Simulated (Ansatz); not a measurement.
**Single-point calculation of Al3GaN4**

System: Al3GaN4 (8 atoms in the cell).
Method: DFT, PBEsol, plane waves, PAW, no spin polarisation (Ansatz 0.2.0).

The structure derives from a Materials Project entry. Some settings of this run were made unusual or wrong on purpose. Figures and captions count atoms from 1; the log counts them from 0 in places.

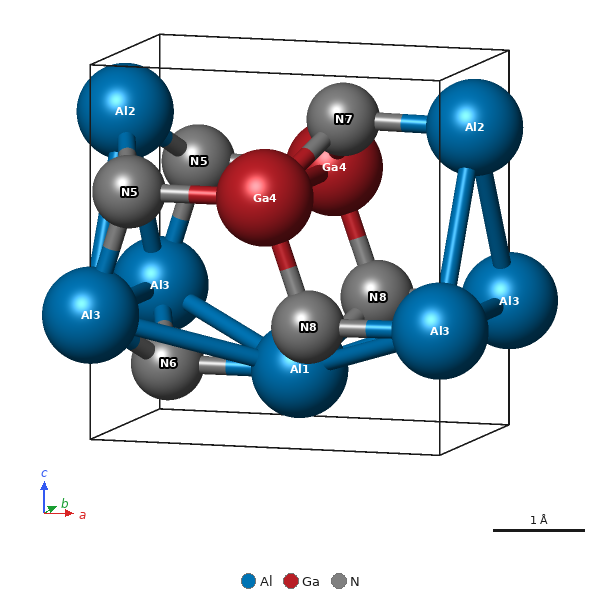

The input geometry (ball-and-stick view of the cell of the calculation, seen slightly off an axis; atoms are numbered from 1 in the order of the input). An atom can appear more than once, as a periodic image.

Input:
```yaml
crystal:
  lattice:
    - [4.03472638, 0.0, 8.831e-05]
    - [0.0, 2.50405912, 0.0]
    - [-0.00258901, 0.0, 4.16101782]
  atoms:
    - { symbol: Al, position: [0.5002300423, 0.5, 0.1673295664] }
    - { symbol: Al, position: [0.0009207036, 0.5, 0.8348055932] }
    - { symbol: Al, position: [0.001088065, 0.0, 0.3316926342] }
    - { symbol: Ga, position: [0.4994217138, 0.0, 0.6662009016] }
    - { symbol: "N", position: [0.1111724737, 0.0, 0.6663292503] }
    - { symbol: "N", position: [0.1224543238, 0.5, 0.1671578647] }
    - { symbol: "N", position: [0.6251234799, 0.5, 0.8401923551] }
    - { symbol: "N", position: [0.6231881979, 0.0, 0.3262928345] }
basis:
  ecutwfc: 420
kpoints:
  mp_grid: { grid: [6, 8, 4] }
hamiltonian:
  xc: pbesol
scf:
  occupations: { method: gaussian, width: 0.05 }
  max_iter: 50
output:
  forces: true
  eigenvalues: true
  stress: true
```

Run on 2 threads of AMD EPYC (Zen 5), 32 GiB of memory available, shared host.

Launched with:
```bash
ansatz run input.yaml --threads 2 --pin off --max-ram 5120MiB --backend cpu --events-out ev --progress --plain --runs-dir out
```

The program's output:
```
Engine: ansatz 0.2.0, x86_64-unknown-linux-gnu
Pseudopotentials: kind: paw
Pseudopotential: Al, paw, valence charge 3, recommended cutoff 420 eV (normal), Al.paw.azcp
Pseudopotential: Ga, paw, valence charge 13, recommended cutoff 420 eV (normal), Ga.paw.azcp
Pseudopotential: N, paw, valence charge 5, recommended cutoff 420 eV (normal), N.paw.azcp
Functional definition: PBEsol
  exchange = pbesol_x
  correlation = pbesol_c
Crystal: 8 atoms, lattice volume = 42.040 Å³
Basis set: ecut = 420 eV, 813 PW (Γ), exchange–correlation on 54×36×60 points (8 copies of the dense FFT grid, shifted against one another)
Bands: 29, of which v1, the nominal top of the filled ones, is band 21 counted from 1 (20 counted from 0)
Symmetry: 2 space group operations
Space group: Pm (ITA 6), of the structure as read, at distance tolerance 3.5e-5 Å
k-points: 70 of 192 (time reversal used)
Non-local potential: Al, projectors of the file, l = 0: 2, l = 1: 2, l = 2: 1
Non-local potential: Ga, projectors of the file, l = 0: 2, l = 1: 2, l = 2: 3, l = 3: 1
Non-local potential: N, projectors of the file, l = 0: 2, l = 1: 2, l = 2: 1
PAW form: soft (Blöchl's): semilocal exchange-correlation on the pseudo side does not see the compensation charge
PAW frozen core: Al, regenerated for the run's functional, and the local potential with it (the file was generated under x = pbe(κ = 0.804, μ = 0.2195149727645171), c = pbe(β = 0.06672455060314922))
PAW frozen core: Ga, regenerated for the run's functional, and the local potential with it (the file was generated under x = pbe(κ = 0.804, μ = 0.2195149727645171), c = pbe(β = 0.06672455060314922))
PAW frozen core: N, regenerated for the run's functional, and the local potential with it (the file was generated under x = pbe(κ = 0.804, μ = 0.2195149727645171), c = pbe(β = 0.06672455060314922))
PAW one-centre angular grid: Al, 110 points (default); XC on 64 Gauss nodes
PAW one-centre angular grid: Ga, 590 points (default); XC on 64 Gauss nodes
PAW one-centre angular grid: N, 110 points (default); XC on 64 Gauss nodes
Initial density: superposition of atomic densities (neutral atoms: chi_scale 0, normalization atom), corrected by the library's trained network
Initial wavefunctions: pseudopotential atomic-orbital guess
Functional: x = pbesol(κ = 0.804, μ = 0.12345679012345678), c = pbesol(β = 0.046)
SCF iter   1: F=—  HF=-6798.509280 eV  |F-HF|=—  |Δ(HF+E_count)|=         —  Δρ=4.67e-2  dr2=7.68e-1  ethr=1.77e-3  ⟨swp⟩=9.4  Hψ=13703  notcnv=0  defer=29
preconditioner: auto → none  [insulator: Δε(μ)=4.090 eV  Ē_g=20.781 eV  σ=0.050 eV  W_gap=1.00  n_scr=10 (ndim 8)  ℏωp=37.1 eV  f_vac=0.005  D(μ)=0.00/eV (n_scr^D=0)  ε∞_Penn≈4.2]
SCF iter   2: F=—  HF=-6798.221536 eV  |F-HF|=—  |Δ(HF+E_count)|=   2.88e-1  Δρ=1.31e-2  dr2=5.47e-2  ethr=1.77e-3  ⟨swp⟩=3.5  Hψ=4182  notcnv=0  defer=231
SCF iter   3: F=—  HF=-6798.196151 eV  |F-HF|=—  |Δ(HF+E_count)|=   2.54e-2  Δρ=4.92e-3  dr2=1.11e-2  ethr=1.30e-4  ⟨swp⟩=2.9  Hψ=3722  notcnv=0  defer=231
SCF iter   4: F=—  HF=-6798.191219 eV  |F-HF|=—  |Δ(HF+E_count)|=   4.93e-3  Δρ=2.30e-3  dr2=1.14e-3  ethr=2.64e-5  ⟨swp⟩=2.3  Hψ=3651  notcnv=0  defer=161
automatic band count: iteration 4 solves 28 bands in place of 29: the levels show a gap, and the empty bands left out lie too high to hold charge; the band table lists the bands solved (type scf.n_extra_bands for more)
SCF iter   5: F=—  HF=-6798.190994 eV  |F-HF|=—  |Δ(HF+E_count)|=   2.25e-4  Δρ=3.61e-4  dr2=2.38e-5  ethr=2.70e-6  ⟨swp⟩=2.1  Hψ=3216  notcnv=0  defer=161
SCF iter   6: F=—  HF=-6798.190911 eV  |F-HF|=—  |Δ(HF+E_count)|=   8.30e-5  Δρ=1.42e-4  dr2=6.76e-6  ethr=5.66e-8  ⟨swp⟩=2.4  Hψ=3570  notcnv=0  defer=161
SCF iter   7: F=—  HF=-6798.190908 eV  |F-HF|=—  |Δ(HF+E_count)|=   2.49e-6  Δρ=2.39e-5  dr2=1.88e-7  ethr=1.61e-8  ⟨swp⟩=2.0  Hψ=3114  notcnv=0  defer=161
SCF iter   8: F=-6798.190908 eV  HF=-6798.190908 eV  |F-HF|=4.28e-9  |Δ(HF+E_count)|=   6.42e-8  Δρ=3.83e-6  dr2=5.71e-9  ethr=2.38e-10  ⟨swp⟩=16.3  Hψ=11268  notcnv=0
SCF 1 converged in 8 iterations: F = -6798.190908 eV  dr2 = 5.71e-9
  greatest PAW one-centre occupation: 0.999 electrons in one spin orbital (limit 2), on the Ga atom at site 3 (counted from 0), in its partial waves of l = 2
```

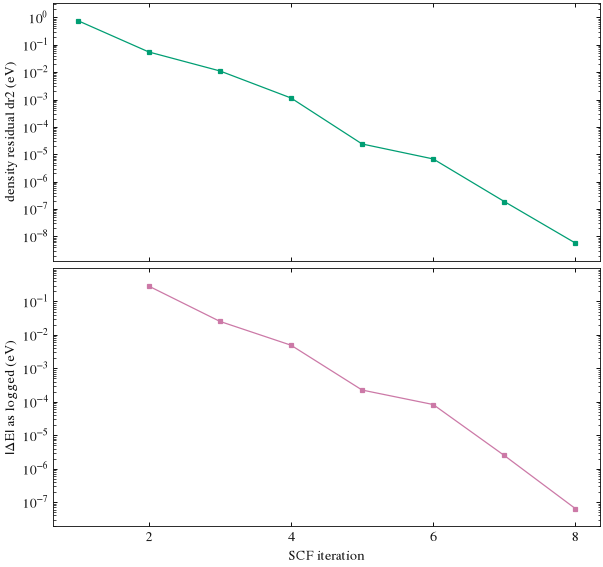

Convergence of the self-consistent field: density residual dr2 and size of the energy change against the SCF iteration. The residual falls at every step.

```
SCF converged after 8 iterations
Free energy (F): -6798.190908 eV
Harris-Foulkes:  -6798.190908 eV  (|F-HF|=4.28e-9)
Internal energy: -6798.190908 eV  (E = F + TS)
E sigma→0 (E₀):  -6798.190908 eV
Fermi energy:    21.939433 eV
--- Per-component energies (eV) ---
  E_band       = 433.963005
  E_kinetic    = 896.122697
  E_local      = -2475.780127  (includes V_loc(G=0)·N_el)
  E_nonlocal   = 695.727869
  E_hartree    = 1176.808593
  E_xc         = -477.299202
  E_vxc        = -515.201519  (∫ρ·V_xc dr)
  E_paw        = -3829.745776  (= ΣΔE_a)
  E_vpaw       = -520.522767  (= ΣTr[D̂ρ^β])
  E_aug_tail   = 0.000287  (compensation charges beyond the density's cutoff)
  E_ewald      = -2785.058039
  E_core_change = 1.032790  (= ΣΔE_core)
  E_smearing   = -0.000000  (= −TS)
  E_closure    = -0.000000  (closes the sum)
  Σ components = -6798.190908   (vs F -6798.190908, Δ=0.00e0)
--- Forces (eV/Å), atoms counted from 1 ---
  atom   1  Al    -2.05925290    -0.00000000     3.85097732
  atom   2  Al    -0.99436792     0.00000000    -2.48047521
  atom   3  Al    -1.27483263     0.00000000    -4.10816518
  atom   4  Ga    -3.23340799    -0.00000000     3.00819540
  atom   5  N     -0.82531928    -0.00000000     3.38569538
  atom   6  N      2.01942004    -0.00000000     3.40280429
  atom   7  N      3.70117440     0.00000000    -1.46556509
  atom   8  N      2.66648880     0.00000000    -5.59347589
  max |Σ_I F_I| component: 9.75e-5 eV/Å
--- Stress (GPa, compression-positive) ---
      502.626420       0.000000      -1.624558
        0.000000     546.756752      -0.000000
       -1.624637      -0.000000     613.401446
  P = ⅓ Tr σ = 554.2615 GPa (5542.615 kbar)
--- Band table (eV; the first three rows and the last of 70) ---
  k-point 0: bands = ["-2.2084", "1.5416", "1.6657", "3.7157", "4.6432", "4.9120", "5.6412", "6.3016", "6.4552", "8.6790", "10.6490", "12.7253", "13.8688", "15.3132", "15.9616", "17.7460", "17.8049", "18.2592", "19.2191", "19.8401", "19.8547", "25.9898", "27.6346", "29.6778", "32.3147", "32.4831", "33.2776", "34.5717"]
  k-point 1: bands = ["-1.8011", "0.9118", "1.8132", "3.1602", "4.6410", "4.8220", "5.6417", "6.0473", "7.0902", "9.0313", "11.0841", "12.4927", "14.0599", "15.5717", "16.9607", "17.3229", "17.3345", "17.9820", "18.8759", "19.2083", "19.6573", "26.7824", "28.1537", "29.9713", "32.1695", "32.8013", "33.5465", "33.8126"]
  k-point 2: bands = ["-0.9451", "-0.2249", "1.9565", "2.8651", "4.6388", "4.7404", "5.6422", "6.1679", "6.9685", "9.7976", "10.5346", "13.7524", "14.6000", "15.8531", "16.0077", "16.8005", "17.1667", "18.1377", "18.3711", "19.0162", "19.4312", "28.7525", "28.8417", "29.5071", "30.6182", "32.0942", "33.1709", "34.7537"]
  k-point 69: bands = ["1.3935", "2.2072", "2.7611", "4.0164", "4.5267", "4.9985", "5.8897", "6.4121", "7.0152", "8.4589", "9.8959", "10.0916", "11.0195", "16.3281", "16.3854", "16.8726", "16.9611", "17.2547", "17.3371", "17.9082", "18.0081", "26.2135", "26.2502", "26.9077", "27.0382", "32.2772", "32.7393", "32.8260"]
```

Outcome:

| quantity | value |
| --- | --- |
| outcome | converged |
| space group (tolerance 0.01 Å) | Pm (6) |
| electrons treated | 42 |
| free energy | −6798.1909 eV |
| Fermi energy | 21.939 eV |
| gap on the k-point mesh | 4.17 eV |
| pressure | 554.26 GPa |
| largest force (length of the vector) | 6.197 eV/Å |
| wall time | 1.9 s (CPU time 3.6 s) |
| peak memory | 0.45 GiB |

A setting was made wrong on purpose: a lattice far too small (`crystal.lattice`). The atoms are squeezed together and the pressure is enormous. The run converged all the same; its numbers are those of the faulty input and shouldn't be used.
